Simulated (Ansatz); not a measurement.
The coordinates of a crystal:

```
Al
1.0
     2.76939    0.00000    0.00000
     1.33716    2.57053    0.00000
     0.41505    0.28006    4.60009
Al
2
Cartesian
  2.8415 1.7837 1.1500
  1.6801 1.0669 3.4501
```

Q: Give a crystallographic description of this input.

A: The element is aluminium. The lattice is primitive triclinic and the space group P-1 (No. 2). The cell holds two atoms. Neighbours within bonding distance: Al 12.

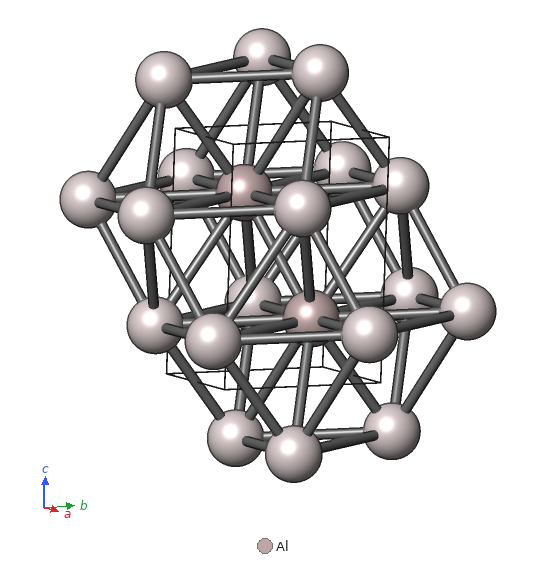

View slightly off an axis, drawn as a ball-and-stick model. The wireframe shows the conventional unit cell. Atoms of adjacent cells appear where they bond to atoms in the box, in fainter colours. Colours: aluminium light grey.

Provenance: a structure listed in the Materials Project. Earlier steps of the study may have refined or changed the cell and positions. It was set up as input for a calculation with Ansatz.
